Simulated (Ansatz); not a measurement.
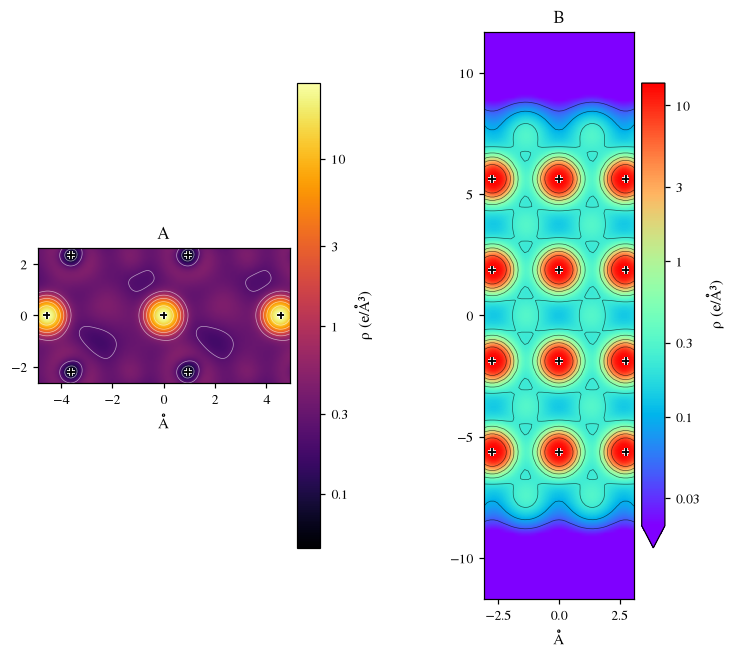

The valence pseudo-density of 2 systems, each on a plane through atoms (crosses mark nuclei in the plane).

Theory: DFT LDA, scalar-relativistic, plane waves, PAW in Ansatz.

System 1: Pd (slab), the (100) plane of the calculation cell, a cut from vacuum to vacuum. The program warned that a starting moment wasn't kept; spin-polarised, but the moments vanished.

System 2: MnSi, the (100) plane of the conventional cell. Space group P2₁3; not relaxed (largest force 0.4 eV/Å); computed pressure about −19 GPa in this cell; spin-polarised.

```yaml
crystal:
  lattice:
    - [4.55800, 0.00000, 0.00000]
    - [0.00000, 4.55800, 0.00000]
    - [0.00000, 0.00000, 4.55800]
  atoms:
    - { symbol: Mn, position: [0.13800, 0.13800, 0.13800] }
    - { symbol: Mn, position: [0.36200, 0.86200, 0.63800] }
    - { symbol: Mn, position: [0.63800, 0.36200, 0.86200] }
    - { symbol: Mn, position: [0.86200, 0.63800, 0.36200] }
    - { symbol: Si, position: [0.84600, 0.84600, 0.84600] }
    - { symbol: Si, position: [0.65400, 0.15400, 0.34600] }
    - { symbol: Si, position: [0.34600, 0.65400, 0.15400] }
    - { symbol: Si, position: [0.15400, 0.34600, 0.65400] }
```

Which map belongs to which system?

Panel A is system 2, MnSi: the plane holds Mn and Si. Mn–Si (2.40 Å): the density is about 0.42 e/Å³ at the midpoint. Panel B is system 1, Pd: the plane holds Pd. Pd–Pd (2.75 Å): ρ is about 0.3 e/Å³ halfway.
